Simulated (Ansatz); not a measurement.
**Gallium, alpha-Ga (Cmce) under RPBE: from relaxation to bulk modulus, part 1 of 2**

What does RPBE give for gallium in the alpha-Ga (Cmce) structure? We relax it, solve it on a dense k-mesh, switch on spin-orbit coupling, then scale the cell to 7 volumes from 88 to 112 % of the relaxed one and try a fit of the equation of state. The k-meshes are 8×8×7 for the relaxation; 10×10×9 for the dense run; 8×8×7 for spin-orbit coupling; 10×10×9 for the volumes. It starts from a deposited cell (COD).

Program: Ansatz 0.2.0. Level of theory: DFT RPBE, plane waves (420 eV) with PAW, scalar-relativistic; PBE-made PAW files. These are calculated values, not measurements.

## (1) The system as given

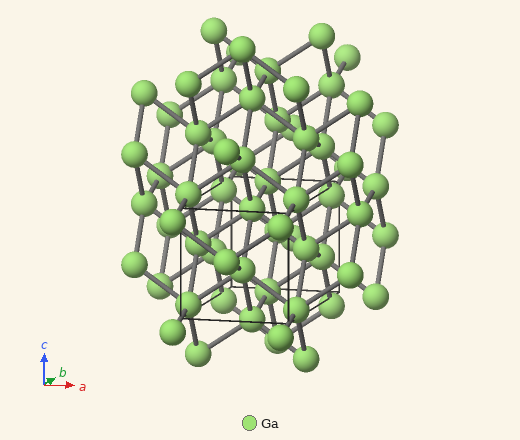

The structure, seen slightly off an axis (gallium green). 1×1×2 conventional cells are drawn; the run uses a primitive one. Any atoms on the faces are drawn again on the opposite ones, and bonded neighbours outside are added.

Coordinates:

```cif
data_structure
_symmetry_space_group_name_H-M 'Cmce'
_symmetry_Int_Tables_number 64
_cell_length_a 4.5230
_cell_length_b 7.6610
_cell_length_c 4.5240
_cell_angle_alpha 90.000
_cell_angle_beta 90.000
_cell_angle_gamma 90.000
_cell_volume 156.76
loop_
_atom_site_label
_atom_site_type_symbol
_atom_site_symmetry_multiplicity
_atom_site_Wyckoff_symbol
_atom_site_fract_x
_atom_site_fract_y
_atom_site_fract_z
_atom_site_occupancy
Ga1 Ga 8 f 0.50000 0.65490 0.08100 1
```

## (2) Relaxing cell and atoms

The input, input.yaml:

```yaml
crystal:
  lattice:
    - [2.2615, -3.8305, 0.0]
    - [2.2615, 3.8305, 0.0]
    - [0.0, 0.0, 4.524]
  atoms:
    - { symbol: Ga, position: [0.8451, 0.1549, 0.081] }
    - { symbol: Ga, position: [0.6549, 0.3451, 0.581] }
    - { symbol: Ga, position: [0.1549, 0.8451, 0.919] }
    - { symbol: Ga, position: [0.3451, 0.6549, 0.419] }
hamiltonian:
  xc: rpbe
  pseudopotentials:
    kind: paw
    azcp:
      Ga: "pseudopotentials/Ga.paw.azcp"
basis:
  ecutwfc: 420
  fft_grid_basis: typed
kpoints:
  mp_grid: { grid: [8, 8, 7], shift: [0, 0, 0] }
magnetization:
  spin_polarized: false
scf:
  occupations: { method: fermi_dirac, width: 0.1 }
relax:
  max_steps: 60
  f_tol: 0.01
  cell: {}
```

The program printed (excerpt; [...] marks lines left out):

```text
[...]
Pseudopotentials: kind: paw
Pseudopotential: Ga, paw, valence charge 13, recommended cutoff 420 eV (normal), <dir>
Functional definition: RPBE
[...]
Crystal: 4 atoms, lattice volume = 78.380 Å³
Basis set: ecut = 420 eV, 1517 PW (Γ), exchange–correlation on 60×60×64 points (8 copies of the dense FFT grid, shifted against one another)
Bands: 32, of which v1, the nominal top of the filled ones, is band 26 counted from 1 (25 counted from 0)
Symmetry: 8 space group operations
Space group: Cmce (ITA 64), of the structure as read, at distance tolerance 4.3e-5 Å
k-points: 84 of 448
[...]
SCF iter   1: F=—  HF=-15154.350604 eV  |F-HF|=—  |Δ(HF+E_count)|=         —  Δρ=4.18e-3  dr2=6.03e-3  ethr=1.77e-3  ⟨swp⟩=5.6  Hψ=10314  notcnv=0
[...]
relax step   1: F+E_penalty+E_count = -15154.34648925 eV  Δ(F+E_penalty+E_count) = +0.000e0 eV  max|allowed force component| = 8.636e-2 eV/Å  Δτ_max = 0.0000 Å  P = +3.894 GPa  Ω = 78.380 Å³  (7 SCF iters, dr2 threshold 1.00e-7 eV, accepted)
[...]
relax step   7: F+E_penalty+E_count = -15154.41676403 eV  Δ(F+E_penalty+E_count) = -4.042e-5 eV  max|allowed force component| = 9.021e-4 eV/Å  Δτ_max = 0.0013 Å  P = -0.001 GPa  Ω = 84.676 Å³  energy of the carried Pulay correction = -2.117e-3 eV  (5 SCF iters, dr2 threshold 1.45e-8 eV, accepted)
[...]
relax step   8: F+E_penalty+E_count = -15154.41862618 eV  Δ(F+E_penalty+E_count) = -1.862e-3 eV  max|allowed force component| = 1.056e-3 eV/Å  Δτ_max = 0.0000 Å  P = -0.011 GPa  Ω = 84.676 Å³  stress off target by 2.12e-2 GPa  SCF on the basis re-selected at this cell (its energy is not [...]
SCF converged after 10 iterations
Free energy (F): -15154.418626 eV
[...]
E sigma→0 (E₀):  -15154.401566 eV
Entropy (-TS):   -0.034120 eV (-8.530 meV/atom)
Fermi energy:    8.227524 eV
[...]
--- Forces (eV/Å), atoms counted from 1 ---
  atom   1  Ga     0.00000000    -0.00105598    -0.00011874
  atom   2  Ga     0.00000000     0.00105598    -0.00011874
  atom   3  Ga     0.00000000     0.00105598     0.00011874
  atom   4  Ga     0.00000000    -0.00105598     0.00011874
[...]
--- Stress (GPa, compression-positive) ---
       -0.002065       0.000000       0.000000
        0.000000      -0.021228       0.000000
        0.000000       0.000000      -0.010617
  P = ⅓ Tr σ = -0.0113 GPa (-0.113 kbar)
--- Relaxed structure (7 steps of the walk, 6 accepted, 1 SCFs on fresh bases) ---
  F+E_penalty+E_count = -15154.41862618 eV   max|allowed force component| = 1.056e-3 eV/Å   (the final SCF, on the basis selected at the relaxed cell)
  cell:  # Å, volume = 84.6759 Å³
    - [2.345265026461581, -3.9234499101339777, 4.85600635851974e-33]
    - [2.345265026461581, 3.9234499101339777, -6.866036766150545e-33]
    - [-2.0104748096665413e-33, -6.922141116826573e-33, 4.601185382859166]
  atoms:
    - { symbol: Ga, position: [0.8438269407591155, 0.15617305924088454, 0.08232800717805668] }
    - { symbol: Ga, position: [0.6561730592408844, 0.3438269407591156, 0.5823280071780566] }
    - { symbol: Ga, position: [0.15617305924088454, 0.8438269407591155, 0.9176719928219432] }
    - { symbol: Ga, position: [0.3438269407591156, 0.6561730592408844, 0.4176719928219432] }
```

Wall time 2.1 min (1 thread of an x86-64 CPU, shared host); peak memory 0.67 GiB.

Relaxation path:

| step | energy change (meV/atom) | largest force (eV/Å) | pressure (GPa) | volume (Å³/atom) | accepted |
| --- | --- | --- | --- | --- | --- |
| 1 | 0.00 | 0.0864 | 3.89 | 19.595 | yes |
| 2 | -16.08 | 0.0937 | 0.80 | 20.767 | yes |
| 3 | -17.44 | 0.0194 | 0.12 | 21.095 | yes |
| 4 | -17.50 | 0.0123 | -0.02 | 21.167 | yes |
| 5 | -17.39 | 0.0197 | 0.01 | 21.182 | no |
| 6 | -17.56 | 0.0013 | -0.01 | 21.173 | yes |
| 7 | -17.57 | 0.0009 | 0.00 | 21.169 | yes |
| 8 | -18.03 | 0.0011 | -0.01 | 21.169 | yes |

Steps that repeat a cell are solved on a basis chosen anew, so their changes of energy are no gain of the relaxation.

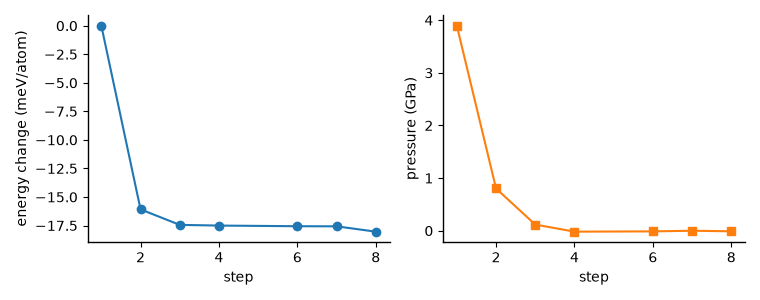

Energy and pressure over the accepted steps.

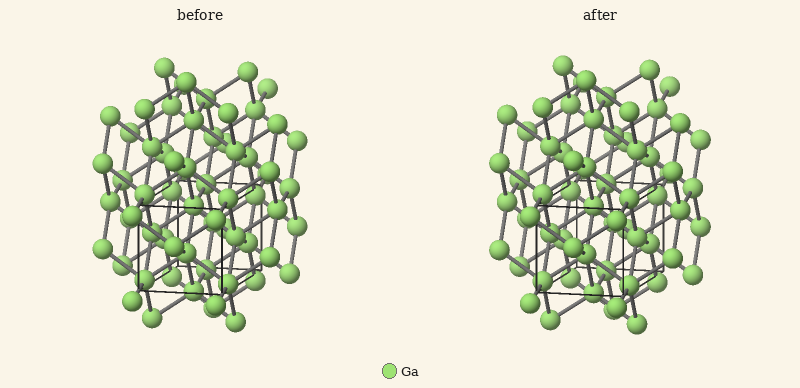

The structure before (left) and after (right), drawn at the same scale. The cells drawn are those of the first picture.

The cell of the run, before and after:

|  | before | after | change |
| --- | --- | --- | --- |
| a (Å) | 4.448 | 4.571 | +2.8 % |
| b (Å) | 4.448 | 4.571 | +2.8 % |
| c (Å) | 4.524 | 4.601 | +1.7 % |
| γ (°) | 118.89 | 118.26 | -0.5 % |
| volume (Å³/atom) | 19.595 | 21.169 | +8.0 % |
| shortest distance (Å) | 2.484 | 2.565 | +3.3 % |
| space group (spins left aside) | Cmce | Cmce | same |

## (3) The energy on a finer k-mesh

The input, input.yaml:

```yaml
crystal:
  lattice:
    - [2.3452650265, -3.9234499101, 0.0]
    - [2.3452650265, 3.9234499101, 0.0]
    - [0.0, 0.0, 4.6011853829]
  atoms:
    - { symbol: Ga, position: [0.8438269408, 0.1561730592, 0.0823280072] }
    - { symbol: Ga, position: [0.6561730592, 0.3438269408, 0.5823280072] }
    - { symbol: Ga, position: [0.1561730592, 0.8438269408, 0.9176719928] }
    - { symbol: Ga, position: [0.3438269408, 0.6561730592, 0.4176719928] }
hamiltonian:
  xc: rpbe
  pseudopotentials:
    kind: paw
    azcp:
      Ga: "pseudopotentials/Ga.paw.azcp"
basis:
  ecutwfc: 420
  fft_grid_basis: typed
kpoints:
  mp_grid: { grid: [10, 10, 9], shift: [0, 0, 0] }
magnetization:
  spin_polarized: false
scf:
  occupations: { method: fermi_dirac, width: 0.1 }
```

The program printed (excerpt; [...] marks lines left out):

```text
[...]
[... 3 set-up lines as earlier in the session ...]
[...]
Crystal: 4 atoms, lattice volume = 84.676 Å³
Basis set: ecut = 420 eV, 1657 PW (Γ)
Bands: 30, of which v1, the nominal top of the filled ones, is band 26 counted from 1 (25 counted from 0)
[... 1 set-up line as earlier in the session ...]
Space group: Cmce (ITA 64), of the structure as read, at distance tolerance 4.4e-5 Å
k-points: 155 of 900
[...]
SCF iter   1: F=—  HF=-15154.423418 eV  |F-HF|=—  |Δ(HF+E_count)|=         —  Δρ=3.54e-3  dr2=4.07e-3  ethr=1.77e-3  ⟨swp⟩=5.6  Hψ=17289  notcnv=0
[...]
SCF iter   6: F=-15154.419946 eV  HF=-15154.419946 eV  |F-HF|=2.33e-9  |Δ(HF+E_count)|=   2.46e-7  Δρ=2.92e-6  dr2=9.13e-9  ethr=1.92e-10  ⟨swp⟩=2.7  Hψ=9635  notcnv=0
[...]
SCF converged after 6 iterations
Free energy (F): -15154.419946 eV
[...]
E sigma→0 (E₀):  -15154.402358 eV
Entropy (-TS):   -0.035176 eV (-8.794 meV/atom)
Fermi energy:    8.188857 eV
[...]
```

Run time: 36 s. Hardware: 1 thread of an x86-64 CPU, shared host; peak memory 0.72 GiB.

## (4) Spin-orbit coupling switched on

input.yaml, as its differences from that of step 3:

```diff
@@ -13,3 +13,3 @@
   pseudopotentials:
-    kind: paw
+    kind: paw_fr
     azcp:
@@ -20,5 +20,6 @@
 kpoints:
-  mp_grid: { grid: [10, 10, 9], shift: [0, 0, 0] }
+  mp_grid: { grid: [8, 8, 7], shift: [0, 0, 0] }
 magnetization:
-  spin_polarized: false
+  noncollinear: true
+  spin_orbit: true
 scf:
```

The program printed (excerpt; [...] marks lines left out):

```text
[...]
Pseudopotentials: kind: paw_fr
Pseudopotential: Ga, paw_fr, valence charge 13, recommended cutoff 420 eV (normal), <dir>
[... 1 set-up line as earlier in the session ...]
[...]
non-collinear run that drives no moment, with spin-orbit: no starting moment large enough to seed its density (crystal.atoms[].spin), no starting occupations that ask for one, no magnetisation constraint and no magnetic field, so the semilocal B_xc is pinned to zero
Crystal: 4 atoms, lattice volume = 84.676 Å³
Basis set: ecut = 420 eV, 1657 PW (Γ)
Bands: 64, of which v1, the nominal top of the filled ones, is band 52 counted from 1 (51 counted from 0)
Symmetry: 8 space group operations + 8 with time reversal
Magnetic group: BNS 64.470 (UNI 568), of the structure as read, at distance tolerance 4.4e-5 Å
k-points: 84 of 448
Projection manifold: j_resolved (fully-relativistic pseudo-atomic orbitals)
[...]
spin=Noncollinear: Kerker preconditioning applied to the charge; magnetization (m_x, m_y, m_z) channels mix plain (no charge-response kernel on spin).
[...]
SCF iter   9: F=-15154.735232 eV  HF=-15154.735232 eV  |F-HF|=8.66e-9  |Δ(HF+E_count)|=   3.91e-7  Δρ=3.16e-6  dr2=8.83e-9  dr2_m=0.00e0 (ungated)  ethr=1.92e-10  |M|=0.00e0 ∫|m|=0.00e0 μB  |m|>n=0.0e0 m-floor=0.0e0 τ_xc=0.0e0  ⟨swp⟩=3.0  Hψ=5651  notcnv=0
[...]
SCF converged after 9 iterations
Magnetization: |M| = 0.0000 μB,  M = (+0.0000, +0.0000, +0.0000) μB
Absolute magnetization: 0.0000 μB (∫|m|)
  site 0: m = (+0.0000, +0.0000, +0.0000) μB, |m| = 0.0000 μB  (R = 1.06 Å)
  site 1: m = (+0.0000, +0.0000, +0.0000) μB, |m| = 0.0000 μB  (R = 1.06 Å)
  site 2: m = (+0.0000, +0.0000, +0.0000) μB, |m| = 0.0000 μB  (R = 1.06 Å)
  site 3: m = (+0.0000, +0.0000, +0.0000) μB, |m| = 0.0000 μB  (R = 1.06 Å)
Free energy (F): -15154.735232 eV
[...]
E sigma→0 (E₀):  -15154.718184 eV
Entropy (-TS):   -0.034097 eV (-8.524 meV/atom)
Fermi energy:    8.225704 eV
[...]
```

It took 85 s on 1 thread of an x86-64 CPU, shared host; peak memory 1 GiB.

With and without spin-orbit coupling:

|  | scalar-relativistic | with spin-orbit coupling |
| --- | --- | --- |
| k-mesh | 10×10×9 | 8×8×7 |
| gap on the mesh | none (levels filled in part) | none (levels filled in part) |

The meshes differ, so small differences between the columns need not come from spin-orbit coupling.

## (5) At 88 % of the relaxed volume

The input, input.yaml:

```yaml
crystal:
  lattice:
    - [2.2474298836, -3.7597791615, 0.0]
    - [2.2474298836, 3.7597791615, 0.0]
    - [0.0, 0.0, 4.4092422019]
  atoms:
    - { symbol: Ga, position: [0.8438269408, 0.1561730592, 0.0823280072] }
    - { symbol: Ga, position: [0.6561730592, 0.3438269408, 0.5823280072] }
    - { symbol: Ga, position: [0.1561730592, 0.8438269408, 0.9176719928] }
    - { symbol: Ga, position: [0.3438269408, 0.6561730592, 0.4176719928] }
hamiltonian:
  xc: rpbe
  pseudopotentials:
    kind: paw
    azcp:
      Ga: "pseudopotentials/Ga.paw.azcp"
basis:
  ecutwfc: 420
  fft_grid_basis: typed
kpoints:
  mp_grid: { grid: [10, 10, 9], shift: [0, 0, 0] }
magnetization:
  spin_polarized: false
scf:
  occupations: { method: fermi_dirac, width: 0.1 }
output:
  stress: true
```

The program printed (excerpt; [...] marks lines left out):

```text
[...]
[... 3 set-up lines as earlier in the session ...]
[...]
Crystal: 4 atoms, lattice volume = 74.515 Å³
Basis set: ecut = 420 eV, 1505 PW (Γ)
Bands: 30, of which v1, the nominal top of the filled ones, is band 26 counted from 1 (25 counted from 0)
[... 1 set-up line as earlier in the session ...]
Space group: Cmce (ITA 64), of the structure as read, at distance tolerance 4.2e-5 Å
k-points: 155 of 900
[...]
SCF iter   1: F=—  HF=-15154.214999 eV  |F-HF|=—  |Δ(HF+E_count)|=         —  Δρ=4.05e-3  dr2=5.24e-3  ethr=1.77e-3  ⟨swp⟩=5.5  Hψ=17461  notcnv=0
[...]
SCF iter   7: F=-15154.210652 eV  HF=-15154.210652 eV  |F-HF|=2.62e-8  |Δ(HF+E_count)|=   5.55e-8  Δρ=6.35e-6  dr2=3.52e-8  ethr=1.92e-10  ⟨swp⟩=4.6  Hψ=18640  notcnv=0
[...]
SCF converged after 7 iterations
Free energy (F): -15154.210652 eV
[...]
E sigma→0 (E₀):  -15154.195305 eV
Entropy (-TS):   -0.030693 eV (-7.673 meV/atom)
Fermi energy:    9.790084 eV
[...]
--- Stress (GPa, compression-positive) ---
        6.812656       0.000000       0.000000
        0.000000       7.991209       0.000000
        0.000000       0.000000       7.982383
  P = ⅓ Tr σ = 7.5954 GPa (75.954 kbar)
```

Run time: 21 s. Hardware: 1 thread of an x86-64 CPU, shared host; peak memory 0.71 GiB.

(Continued in part 2 of 2.)
